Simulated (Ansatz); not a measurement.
# How BAs (F-43m) expands on warming, part 2 of 2

Aim: the lattice, expansion, heat capacity and bulk modulus of BAs as it warms.

Measurements to reproduce:
- volume expansion coefficient 11.55 1e-6/K near room temperature (given in “Basic Physical Properties of Cubic Boron Arsenide (three times its linear coefficient)”, 2019, arxiv:1911.11281)
- volume expansion coefficient 10.8 1e-6/K near room temperature (given in “Thermal expansion coefficients of high thermal conducting BAs and BP materials (three times its linear coefficient)”, 2019, arxiv:1906.04101)

Ansatz 0.2.0; DFT PBE, scalar-relativistic, plane waves, PAW (the session's first sound run).

So far. Step 2 (Probe on a coarse mesh): The start is under 2.8 GPa at this level and looks like an insulator or semiconductor on this mesh. Step 4 (Tight relaxation): The residual pressure is -5.1e-6 GPa, small enough for phonons.

### 5. Relaxing at another setting

The functional, the potentials or the cutoff change, so the crystal is relaxed again at the new setting.

This step: DFT PBE+D3(BJ), scalar-relativistic, plane waves, PAW (Ansatz 0.2.0).

File input.yaml:

```yaml
crystal:
  lattice:
    - [0.0, 2.4046502017, 2.4046502017]
    - [2.4046502017, 0.0, 2.4046502017]
    - [2.4046502017, 2.4046502017, 0.0]
  atoms:
    - { symbol: B, position: [0.0, 0.0, 0.0] }
    - { symbol: As, position: [0.25, 0.25, 0.25] }
kpoints:
  mp_grid: { grid: [12, 12, 12] }
hamiltonian:
  xc: pbe
  dispersion: d3bj
scf:
  occupations: { method: fixed }
output:
  forces: true
  stress: true
  eigenvalues: true
relax:
  adjacent_minimum: "off"
  f_tol: 0.001
  max_steps: 60
  cell: { stress_tol: 0.01 }
```

Started as:

```sh
$ ansatz run input.yaml --threads 4 --pin off --max-ram 16384MiB --backend cpu --events-out ev --progress --plain --runs-dir out
```

Numbers of over 12 decimals in the logs are rounded to 6 here.

The log of the run:

```text
[...]
Crystal: 2 atoms, lattice volume = 27.809 Å³
Basis set: ecut = 420 eV, 537 PW (Γ), exchange–correlation on 48×48×48 points (8 copies of the dense FFT grid, shifted against one another)
Bands: 13, of which v1, the nominal top of the filled ones, is band 9 counted from 1 (8 counted from 0)
Symmetry: 24 space group operations
[...]
k-points: 72 of 1728 (time reversal used)
[...]
SCF iter   1: F=—  HF=-5012.752078 eV  |F-HF|=—  |Δ(HF+E_count)|=         —  Δρ=7.29e-4  dr2=7.28e-5  ethr=1.77e-3  ⟨swp⟩=4.4  Hψ=4694  notcnv=0  defer=92
[...]
SCF iter   6: F=-5012.752107 eV  HF=-5012.752107 eV  |F-HF|=1.50e-8  |Δ(HF+E_count)|=   7.56e-9  Δρ=5.67e-6  dr2=1.12e-8  ethr=2.96e-10  ⟨swp⟩=5.5  Hψ=4347  notcnv=0
SCF 1 converged in 6 iterations: F = -5012.752107 eV  dr2 = 1.12e-8
[...]
relax step   1: F+E_penalty+E_count = -5012.75210728 eV  Δ(F+E_penalty+E_count) = +0.000e0 eV  max|allowed force component| = 2.778e-16 eV/Å  Δτ_max = 0.0000 Å  P = -3.712 GPa  Ω = 27.809 Å³  (6 SCF iters, dr2 threshold 1.00e-7 eV, accepted)
Crystal: 2 atoms, lattice volume = 27.238 Å³
Basis set: ecut = 420 eV, 531 PW (Γ), exchange–correlation on 48×48×48 points (8 copies of the dense FFT grid, shifted against one another)
[...]
SCF iter   5: F=-5012.760977 eV  HF=-5012.760976 eV  |F-HF|=1.06e-7  |Δ(HF+E_count)|=   3.42e-7  Δρ=2.54e-5  dr2=1.76e-7  ethr=1.11e-9  ⟨swp⟩=4.6  Hψ=5039  notcnv=0
SCF 2 converged in 5 iterations: F = -5012.760977 eV  dr2 = 1.76e-7
relax step   2: F+E_penalty+E_count = -5012.76097657 eV  Δ(F+E_penalty+E_count) = -8.869e-3 eV  max|allowed force component| = 7.228e-17 eV/Å  Δτ_max = 0.0000 Å  P = -1.019 GPa  Ω = 27.238 Å³  energy of the carried Pulay correction = +3.474e-4 eV  (5 SCF iters, dr2 threshold 2.00e-7 eV, accepted)
Crystal: 2 atoms, lattice volume = 27.028 Å³
[...]
SCF iter   5: F=-5012.761748 eV  HF=-5012.761748 eV  |F-HF|=1.61e-8  |Δ(HF+E_count)|=   5.73e-8  Δρ=1.22e-5  dr2=4.59e-8  ethr=1.11e-9  ⟨swp⟩=6.0  Hψ=4768  notcnv=0
SCF 3 converged in 5 iterations: F = -5012.761748 eV  dr2 = 4.59e-8
relax step   3: F+E_penalty+E_count = -5012.76174763 eV  Δ(F+E_penalty+E_count) = -7.711e-4 eV  max|allowed force component| = 6.896e-17 eV/Å  Δτ_max = 0.0000 Å  P = +0.047 GPa  Ω = 27.028 Å³  energy of the carried Pulay correction = +4.769e-4 eV  (5 SCF iters, dr2 threshold 2.00e-7 eV, accepted)
[...]
relax step   4: F+E_penalty+E_count = -5012.76174329 eV  Δ(F+E_penalty+E_count) = +4.341e-6 eV  max|allowed force component| = 7.633e-17 eV/Å  Δτ_max = 0.0000 Å  P = -0.000 GPa  Ω = 27.037 Å³  energy of the carried Pulay correction = +4.712e-4 eV  (3 SCF iters, dr2 threshold 5.47e-9 eV, accepted)
[...]
relax step   5: F+E_penalty+E_count = -5012.76129324 eV  Δ(F+E_penalty+E_count) = +4.500e-4 eV  max|allowed force component| = 7.344e-17 eV/Å  Δτ_max = 0.0000 Å  P = -0.018 GPa  Ω = 27.037 Å³  stress off target by 1.83e-2 GPa  SCF on the basis re-selected at this cell (its energy is not comparable with the rows above)  (6 SCF iters)
[...]
relax step   6: F+E_penalty+E_count = -5012.76129571 eV  Δ(F+E_penalty+E_count) = -2.465e-6 eV  max|allowed force component| = 5.016e-17 eV/Å  Δτ_max = 0.0000 Å  P = +0.000 GPa  Ω = 27.033 Å³  energy of the carried Pulay correction = +2.263e-6 eV  (4 SCF iters, dr2 threshold 8.35e-10 eV, accepted)
[...]
SCF iter   4: F=-5012.761296 eV  HF=-5012.761296 eV  |F-HF|=9.09e-13  |Δ(HF+E_count)|=  9.09e-13  Δρ=3.38e-8  dr2=2.41e-13  ethr=1.00e-12  ⟨swp⟩=4.8  Hψ=4920  notcnv=0
SCF 7 converged in 4 iterations: F = -5012.761296 eV  dr2 = 2.41e-13
relax step   7: F+E_penalty+E_count = -5012.76129571 eV  Δ(F+E_penalty+E_count) = -4.184e-11 eV  max|allowed force component| = 5.016e-17 eV/Å  Δτ_max = 0.0000 Å  P = -0.000 GPa  Ω = 27.033 Å³  stress off target by 6.68e-5 GPa  SCF on the basis re-selected at this cell (its energy is not comparable with the rows above)  (4 SCF iters)
[...]
SCF converged after 4 iterations
Free energy (F): -5012.761296 eV
[...]
Internal energy: -5012.761296 eV  (E = F + TS)
E sigma→0 (E₀):  -5012.761296 eV
Fermi energy:    11.254961 eV
[...]
--- Stress (GPa, compression-positive) ---
       -0.000067      -0.000000      -0.000000
       -0.000000      -0.000067       0.000000
       -0.000000       0.000000      -0.000067
  P = ⅓ Tr σ = -0.0001 GPa (-0.001 kbar)
--- Band table (eV; the first three rows and the last of 72) ---
  k-point 0: bands = [... 5 lower, -4.2222, 11.2550, 11.2550, 11.2550, 14.5462, 14.5462, 14.5462, 16.0312]
  k-point 1: bands = [... 5 lower, -4.1072, 10.2134, 11.0345, 11.0345, 14.7059, 14.8367, 14.8367, 16.6470]
  k-point 2: bands = [... 5 lower, -3.7658, 8.2859, 10.5684, 10.5684, 14.5935, 15.4408, 15.4408, 17.9745]
  k-point 71: bands = [... 5 lower, 0.1649, 3.1660, 5.7249, 6.0212, 16.5229, 17.2412, 18.0894, 18.3532]
--- Relaxed structure (5 steps of the walk, 5 accepted, 2 SCFs on fresh bases) ---
[...]
cell:  # Å, volume = 27.0334 Å³
    - [0, 2.382084, 2.382084]
    - [2.382084, 0, 2.382084]
    - [2.382084, 2.382084, 0]
  atoms:
    - { symbol: B, position: [0, 0, 0] }
    - { symbol: As, position: [0.25, 0.25, 0.25] }
```

It took 4.2 s on 4 threads of Arm Neoverse V2, shared host; peak memory 0.34 GiB.

Step by step:

| step | energy less that of the first step (eV) | largest force component (eV/Å) | pressure (GPa) | volume (Å³) |
| --- | --- | --- | --- | --- |
| 1 | 0.0000 | 0.0000 | -3.71 | 27.81 |
| 2 | -0.0089 | 0.0000 | -1.02 | 27.24 |
| 3 | -0.0096 | 0.0000 | 0.05 | 27.03 |
| 4 | -0.0096 | 0.0000 | 0.00 | 27.04 |
| 5* | -0.0092 | 0.0000 | -0.02 | 27.04 |
| 6 | -0.0092 | 0.0000 | 0.00 | 27.03 |
| 7* | -0.0092 | 0.0000 | 0.00 | 27.03 |

Relaxation steps marked * repeat the geometry before them on a plane-wave basis chosen anew for their cell, so energy and pressure can jump there.

Forces are held to the 24 operations that the run works with; a distortion that breaks them can't arise in this run.

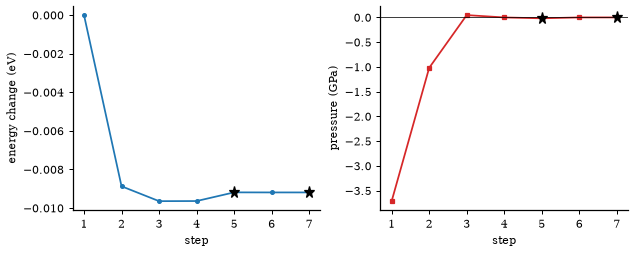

Energy and pressure along the relaxation. Stars mark steps on a basis chosen anew.

| conventional cell, symmetrised | before | after | change |
| --- | --- | --- | --- |
| a (Å) | 4.809 | 4.764 | -0.9 % |
| b (Å) | 4.809 | 4.764 | -0.9 % |
| c (Å) | 4.809 | 4.764 | -0.9 % |
| volume (Å³/atom) | 13.90 | 13.52 | -2.8 % |

The relaxed structure:

```cif
data_structure
_symmetry_space_group_name_H-M 'P 1'
_symmetry_Int_Tables_number 1
_cell_length_a 3.3688
_cell_length_b 3.3688
_cell_length_c 3.3688
_cell_angle_alpha 60.000
_cell_angle_beta 60.000
_cell_angle_gamma 60.000
_cell_volume 27.03
loop_
_atom_site_label
_atom_site_type_symbol
_atom_site_fract_x
_atom_site_fract_y
_atom_site_fract_z
_atom_site_occupancy
B1 B 0.00000 0.00000 0.00000 1
As2 As 0.25000 0.25000 0.25000 1
```

This step gave:

| Item | Value |
| --- | --- |
| pressure | -6.68e-5 GPa |
| gap on the k-mesh | 1.183 eV |
| volume per atom | 13.52 Å³ |

The residual pressure is -6.7e-5 GPa, small enough for phonons.

### 6. The quasi-harmonic study

The study relaxes the crystal at several strains, solves the phonons on some of them and minimises the free energy at each temperature (static energy, vibrations, the electrons in a metal, and PV under a set pressure); the q-mesh sets how far the force constants reach.

input.yaml, the sections that differ from step 5:

```yaml
crystal:
  lattice:
    - [0.0, 2.3820843381, 2.3820843381]
    - [2.3820843381, 0.0, 2.3820843381]
    - [2.3820843381, 2.3820843381, 0.0]
  atoms:
    - { symbol: B, position: [0.0, 0.0, 0.0] }
    - { symbol: As, position: [0.25, 0.25, 0.25] }
output:
  eigenvalues: true
phonons:
  method: dfpt
  qmesh: [4, 4, 4]
  temperatures: { t_max: 800.0, t_step: 50 }
  thermal_expansion: {}
# kpoints, hamiltonian, scf: as in step 5
# relax: removed
```

The log of the run:

```text
Warning: phonons: the dynamical matrix that this run interpolates holds no multipole term above the dipole-dipole one, and a site of this crystal is no centre of inversion, so its interpolated transverse optical and acoustic branches and sound speeds can stay off near Gamma, and the density of states and the thermodynamics with them. What a run solves at a wave vector of phonons.qpoints, Gamma apart, where the deck admits one, is free of this, and under fd what a larger phonons.supercell samples
[...]
Crystal: 2 atoms, lattice volume = 27.033 Å³
Basis set: ecut = 487.2 eV, 645 PW (Γ), exchange–correlation on 50×50×50 points (8 copies of the dense FFT grid, shifted against one another)
Bands: 13, of which v1, the nominal top of the filled ones, is band 9 counted from 1 (8 counted from 0)
Symmetry: 24 space group operations
[...]
k-points: 72 of 1728 (time reversal used)
[...]
SCF iter   1: F=—  HF=-5012.763003 eV  |F-HF|=—  |Δ(HF+E_count)|=         —  Δρ=8.45e-4  dr2=1.19e-4  ethr=1.77e-3  ⟨swp⟩=4.8  Hψ=4774  notcnv=0  defer=121
[...]
SCF iter   9: F=-5012.763074 eV  HF=-5012.763074 eV  |F-HF|=1.82e-12  |Δ(HF+E_count)|=  2.91e-11  Δρ=5.09e-8  dr2=9.63e-13  ethr=1.00e-12  ⟨swp⟩=6.1  Hψ=4641  notcnv=0
SCF 1 converged in 9 iterations: F = -5012.763074 eV  dr2 = 9.63e-13
[...]
relax step   1: F+E_penalty+E_count = -5012.76307387 eV  Δ(F+E_penalty+E_count) = +0.000e0 eV  max|allowed force component| = 3.146e-16 eV/Å  Δτ_max = 0.0000 Å  (9 SCF iters, accepted)
SCF converged after 9 iterations
Free energy (F): -5012.763074 eV
[...]
Internal energy: -5012.763074 eV  (E = F + TS)
E sigma→0 (E₀):  -5012.763074 eV
Fermi energy:    11.254824 eV
[...]
--- Stress (GPa, compression-positive) ---
       -0.000599      -0.000000      -0.000000
       -0.000000      -0.000599       0.000000
       -0.000000       0.000000      -0.000599
  P = ⅓ Tr σ = -0.0006 GPa (-0.006 kbar)
--- Band table (eV; the first three rows and the last of 72) ---
  k-point 0: bands = [... 5 lower, -4.2223, 11.2548, 11.2548, 11.2548, 14.5460, 14.5460, 14.5460, 16.0313]
  k-point 1: bands = [... 5 lower, -4.1072, 10.2132, 11.0344, 11.0344, 14.7057, 14.8365, 14.8365, 16.6471]
  k-point 2: bands = [... 5 lower, -3.7658, 8.2858, 10.5682, 10.5682, 14.5933, 15.4406, 15.4406, 17.9745]
  k-point 71: bands = [... 5 lower, 0.1648, 3.1660, 5.7247, 6.0209, 16.5226, 17.2408, 18.0890, 18.3531]
── thermal expansion: 3 new cells, 3 in all ──
thermal expansion: variable-cell relaxation of cell 1
thermal expansion: relaxation of cell 1
thermal expansion: relaxation of cell 2
thermal expansion: relaxation of cell 3
── thermal expansion: 2 new cells, 5 in all ──
thermal expansion: relaxation of cell 4
thermal expansion: lower-state search of cell 4
thermal expansion: phonons of cell 4
thermal expansion: relaxation of cell 5
thermal expansion: phonons of cell 5
── thermal expansion: 5 new cells, 10 in all ──
thermal expansion: relaxation of cell 6
thermal expansion: relaxation of cell 7
thermal expansion: relaxation of cell 8
thermal expansion: relaxation of cell 9
thermal expansion: relaxation of cell 10
thermal expansion: phonons of cell 6
thermal expansion: phonons of cell 7
--- Relaxed structure (1 steps of the walk, 1 accepted, 0 SCFs on fresh bases) ---
  F+E_penalty+E_count = -5012.76307387 eV   max|allowed force component| = 3.146e-16 eV/Å
  atoms:
    - { symbol: B, position: [0.0, 0.0, 0.0] }
    - { symbol: As, position: [0.25, 0.25, 0.25] }
--- Thermal expansion: 10 cells in 3 rounds, 0 GPa ---
  no lower state was reached at cell 4
  without vibrations: a 3.36877, b 3.36877, c 3.36877 Å, V 27.0333 Å³, B 139.73 GPa
  at 0 K: a 3.37737, b 3.37737, c 3.37737 Å, V 27.2409 Å³, B 137.00 GPa
  zero-point expansion: a +0.255, b +0.255, c +0.255, V +0.768 %
      T/K        a/Å        b/Å        c/Å       V/Å³ | expansion of a, b, c, V (1e-6/K)   | that of V in the mean from 25 °C | C_P, C_V (J/mol K of the cell) | B_T, B_S (GPa)
     0.00    3.37737    3.37737    3.37737    27.2409 |    0.00    0.00    0.00    0.00 |    5.45 |     0.000     0.000 |   137.00   137.00
   100.00    3.37748    3.37748    3.37748    27.2434 |    0.97    0.97    0.97    2.91 |    7.72 |    12.912    12.910 |   136.89   136.91
   200.00    3.37808    3.37808    3.37808    27.2580 |    2.62    2.62    2.62    7.86 |   10.15 |    25.563    25.536 |   136.39   136.54
   298.15    3.37920    3.37920    3.37920    27.2852 |    4.07    4.07    4.07   12.20 |       - |    34.268    34.169 |   135.59   135.98
   350.00    3.37996    3.37996    3.37996    27.3037 |    4.63    4.63    4.63   13.88 |   13.08 |    37.454    37.305 |   135.09   135.63
   450.00    3.38167    3.38167    3.38167    27.3449 |    5.39    5.39    5.39   16.16 |   14.43 |    41.651    41.391 |   134.05   134.89
   550.00    3.38358    3.38358    3.38358    27.3913 |    5.88    5.88    5.88   17.63 |   15.45 |    44.238    43.864 |   132.96   134.09
   650.00    3.38562    3.38562    3.38562    27.4411 |    6.21    6.21    6.21   18.64 |   16.24 |    45.924    45.433 |   131.84   133.26
   750.00    3.38777    3.38777    3.38777    27.4934 |    6.46    6.46    6.46   19.38 |   16.89 |    47.086    46.477 |   130.70   132.41
   800.00    3.38888    3.38888    3.38888    27.5202 |    6.56    6.56    6.56   19.69 |   17.17 |    47.539    46.871 |   130.12   131.98
  the static fit leaves 0.000 meV an atom of the energies and, of the stresses, 0.000 GPa of each cell's largest along a strain (root mean squares over the cells), whose Pulay part it has at -0.019 GPa
  vibrations' free energy: its fit passes through its cells
  the electrons' free energy at temperature is not in it: every band gap is over 0.83 eV
  free energies summed between the sampled wave vectors
  estimated error of the fitted expansion in any direction: up to 0.030e-6/K, at 800 K, with few degrees of freedom (an estimate, not a bound: it was exceeded on models of known expansion)
  the energies and the vibrations are of d3bj (s6 = 1.0, s8 = 0.7875, a1 = 0.4289, a2_bohr = 4.4407) at the weights and the pressure of the crystal at rest
  by sums over the sampled wave vectors an expansion of the volume parts by up to 0.40e-6/K
  by a static energy of one degree less an expansion of the volume parts by up to 0.00e-6/K
  band gaps on the cells' k-points are 1.151 to 1.222 eV
```

Wall time 12 min (4 threads); peak memory 2 GiB; 47 min of CPU time.

Numbers from this step:

| Item | Value |
| --- | --- |
| pressure | -5.99e-4 GPa |
| volume expansion coefficient at 298 K | 12.20 1e-6/K |
| C_P at 298 K | 17.13 J/mol-atom/K |
| entropy at 298 K | 15.79 J/mol-atom/K |
| isothermal bulk modulus at 298 K | 135.6 GPa |
| Grüneisen parameter at 298 K | 0.7957 |
| volume at 298 K | 13.64 Å³/atom |
| principal linear expansion coefficients at 298 K | 4.068, 4.068, 4.068 1e-6/K |

Strained cells of the study; zero-point energy where phonons were solved; the pressures are stresses at a fixed cutoff and can carry an offset from the finite basis. Expansion cells, by row:

| cell | \|a\| (Å) | \|b\| (Å) | \|c\| (Å) | V (Å³/atom) | E - E_lowest (meV/atom) | pressure, compression positive (GPa) | gap (eV) | zero-point energy (meV/atom) |
| --- | --- | --- | --- | --- | --- | --- | --- | --- |
| 1 | 3.369 | 3.369 | 3.369 | 13.52 | 0 | -0.02 | 1.183 | - |
| 2 | 3.396 | 3.396 | 3.396 | 13.84 | 3.314 | -3.199 | 1.208 | - |
| 3 | 3.342 | 3.342 | 3.342 | 13.2 | 3.423 | 3.487 | 1.158 | - |
| 4 | 3.369 | 3.369 | 3.369 | 13.52 | 0 | -0.047 | 1.184 | 81.77 |
| 5 | 3.386 | 3.386 | 3.386 | 13.72 | 1.34 | -2.072 | 1.199 | 80.44 |
| 6 | 3.378 | 3.378 | 3.378 | 13.63 | 0.411 | -1.168 | 1.192 | 81.04 |
| 7 | 3.397 | 3.397 | 3.397 | 13.85 | 3.532 | -3.298 | 1.209 | 79.59 |
| 8 | 3.336 | 3.336 | 3.336 | 13.12 | 5.318 | 4.394 | 1.151 | - |
| 9 | 3.352 | 3.352 | 3.352 | 13.32 | 1.298 | 2.107 | 1.168 | - |
| 10 | 3.41 | 3.41 | 3.41 | 14.03 | 7.836 | -4.802 | 1.222 | - |

Quasi-harmonic; a, b, c are the run's own cell vectors. Expansion, by row:

| T (K) | a (Å) | b (Å) | c (Å) | alpha (deg) | beta (deg) | gamma (deg) | cell volume (Å³/cell) | alpha_a (1e-6/K) | alpha_b (1e-6/K) | alpha_c (1e-6/K) | alpha_V (1e-6/K) | C_P (J/mol-atom/K) | C_V (J/mol-atom/K) | S (J/mol-atom/K) | B_T (GPa) | B_S (GPa) | Grueneisen | extrapolation | fit error (1e-6/K) |
| --- | --- | --- | --- | --- | --- | --- | --- | --- | --- | --- | --- | --- | --- | --- | --- | --- | --- | --- | --- |
| 0 | 3.377 | 3.377 | 3.377 | 60 | 60 | 60 | 27.24 | 0 | 0 | 0 | 0 | 0 | 0 | 0 | 137 | 137 | - | 0 | 0 |
| 50 | 3.377 | 3.377 | 3.377 | 60 | 60 | 60 | 27.24 | 0.21 | 0.21 | 0.21 | 0.63 | 1.756 | 1.756 | 0.55 | 137 | 137 | 0.403 | 0 | 0 |
| 100 | 3.377 | 3.377 | 3.377 | 60 | 60 | 60 | 27.24 | 0.97 | 0.97 | 0.97 | 2.91 | 6.456 | 6.455 | 3.265 | 136.9 | 136.9 | 0.507 | 0 | 0 |
| 150 | 3.378 | 3.378 | 3.378 | 60 | 60 | 60 | 27.25 | 1.77 | 1.77 | 1.77 | 5.3 | 9.891 | 9.887 | 6.562 | 136.7 | 136.8 | 0.602 | 0 | 0 |
| 200 | 3.378 | 3.378 | 3.378 | 60 | 60 | 60 | 27.26 | 2.62 | 2.62 | 2.62 | 7.86 | 12.78 | 12.77 | 9.813 | 136.4 | 136.5 | 0.689 | 0 | 0.01 |
| 250 | 3.379 | 3.379 | 3.379 | 60 | 60 | 60 | 27.27 | 3.42 | 3.42 | 3.42 | 10.26 | 15.23 | 15.2 | 12.94 | 136 | 136.3 | 0.754 | 0 | 0.01 |
| 298.1 | 3.379 | 3.379 | 3.379 | 60 | 60 | 60 | 27.29 | 4.07 | 4.07 | 4.07 | 12.2 | 17.13 | 17.08 | 15.79 | 135.6 | 136 | 0.796 | 0 | 0.01 |
| 300 | 3.379 | 3.379 | 3.379 | 60 | 60 | 60 | 27.29 | 4.09 | 4.09 | 4.09 | 12.27 | 17.2 | 17.15 | 15.89 | 135.6 | 136 | 0.797 | 0 | 0.01 |
| 350 | 3.38 | 3.38 | 3.38 | 60 | 60 | 60 | 27.3 | 4.63 | 4.63 | 4.63 | 13.88 | 18.73 | 18.65 | 18.67 | 135.1 | 135.6 | 0.826 | 0 | 0.01 |
| 400 | 3.381 | 3.381 | 3.381 | 60 | 60 | 60 | 27.32 | 5.05 | 5.05 | 5.05 | 15.15 | 19.91 | 19.81 | 21.25 | 134.6 | 135.3 | 0.847 | 0 | 0.01 |
| 450 | 3.382 | 3.382 | 3.382 | 60 | 60 | 60 | 27.34 | 5.39 | 5.39 | 5.39 | 16.16 | 20.82 | 20.7 | 23.65 | 134.1 | 134.9 | 0.862 | 0 | 0.01 |
| 500 | 3.383 | 3.383 | 3.383 | 60 | 60 | 60 | 27.37 | 5.66 | 5.66 | 5.66 | 16.97 | 21.55 | 21.39 | 25.88 | 133.5 | 134.5 | 0.873 | 0 | 0.01 |
| 550 | 3.384 | 3.384 | 3.384 | 60 | 60 | 60 | 27.39 | 5.88 | 5.88 | 5.88 | 17.63 | 22.12 | 21.93 | 27.96 | 133 | 134.1 | 0.881 | 0 | 0.01 |
| 600 | 3.385 | 3.385 | 3.385 | 60 | 60 | 60 | 27.42 | 6.06 | 6.06 | 6.06 | 18.17 | 22.58 | 22.37 | 29.91 | 132.4 | 133.7 | 0.888 | 0 | 0.01 |
| 650 | 3.386 | 3.386 | 3.386 | 60 | 60 | 60 | 27.44 | 6.21 | 6.21 | 6.21 | 18.64 | 22.96 | 22.72 | 31.73 | 131.8 | 133.3 | 0.894 | 0 | 0.01 |
| 700 | 3.387 | 3.387 | 3.387 | 60 | 60 | 60 | 27.47 | 6.34 | 6.34 | 6.34 | 19.03 | 23.28 | 23 | 33.44 | 131.3 | 132.8 | 0.898 | 0 | 0.01 |
| 750 | 3.388 | 3.388 | 3.388 | 60 | 60 | 60 | 27.49 | 6.46 | 6.46 | 6.46 | 19.38 | 23.54 | 23.24 | 35.06 | 130.7 | 132.4 | 0.902 | 0 | 0.02 |
| 800 | 3.389 | 3.389 | 3.389 | 60 | 60 | 60 | 27.52 | 6.56 | 6.56 | 6.56 | 19.69 | 23.77 | 23.43 | 36.59 | 130.1 | 132 | 0.906 | 0 | 0.03 |

The expansion coefficient by temperature; values in 1e-6/K:

| temperature (K) | volume | principal 1 |
| --- | --- | --- |
| 0 | 0 | 0 |
| 50 | 0.63 | 0.21 |
| 100 | 2.91 | 0.97 |
| 150 | 5.3 | 1.77 |
| 200 | 7.86 | 2.62 |
| 250 | 10.3 | 3.42 |
| 298 | 12.2 | 4.07 |
| 300 | 12.3 | 4.09 |
| 350 | 13.9 | 4.63 |
| 400 | 15.2 | 5.05 |
| 450 | 16.2 | 5.39 |
| 500 | 17.0 | 5.66 |
| 550 | 17.6 | 5.88 |
| 600 | 18.2 | 6.06 |
| 650 | 18.6 | 6.21 |
| 700 | 19.0 | 6.34 |
| 750 | 19.4 | 6.46 |
| 800 | 19.7 | 6.56 |

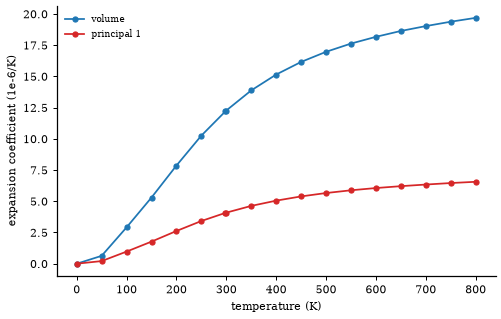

Expansion coefficient against temperature.

At 298 K the volume expansion is 12.2 × 10⁻⁶/K and B_T is 136 GPa. The program raised the cutoff to 487.2 eV by itself: with no cutoff typed, the study takes about 1.16 times the default for its relaxations and scales it with the volume for the phonons.

### 7. Outcome

| Quantity | Value |
| --- | --- |
| settings of these figures | PBE+D3(BJ), 487.2 eV, k 12×12×12, q 4×4×4 |
| volume expansion coefficient at 298 K | 12.20 1e-6/K |
| C_P at 298 K | 17.13 J/mol-atom/K |
| entropy at 298 K | 15.79 J/mol-atom/K |
| isothermal bulk modulus at 298 K | 135.6 GPa |
| Grüneisen parameter at 298 K | 0.7957 |
| volume at 298 K | 13.64 Å³/atom |
| principal linear expansion coefficients at 298 K | 4.068, 4.068, 4.068 1e-6/K |

Near room temperature BAs expands by 12.2 × 10⁻⁶/K in volume by PBE+D3(BJ), with C_P = 17.1 J/(mol K) per mole of atoms and B_T = 136 GPa. C_P at room temperature is 69 % of the classical 3R an atom, so the stiffest modes are still partly frozen out. A measured volume expansion coefficient near room temperature is 11.55 1e-6/K (arxiv:1911.11281); the calculated 12.2 1e-6/K differs by +6 %. The interpolation has no quadrupole term, so branches near the zone centre are less sure, since this crystal has sites that are not centres of inversion. The dispersion term is taken with its C6 weights frozen at the crystal at rest, in the force constants and, in the expansion study, in the energies too.

[Logs are printed without paths, hosts, clocks, repeated set-up lines and the standing remarks that a program may print on its own settings, such as how far it seeks lower states.]

[Hosts, paths, dates, database ids (printed as entryN), source tags and the programs' standing remarks are cut or masked in the printed files.]

[A step with changed settings may run another functional than the one named; its input shows which.]
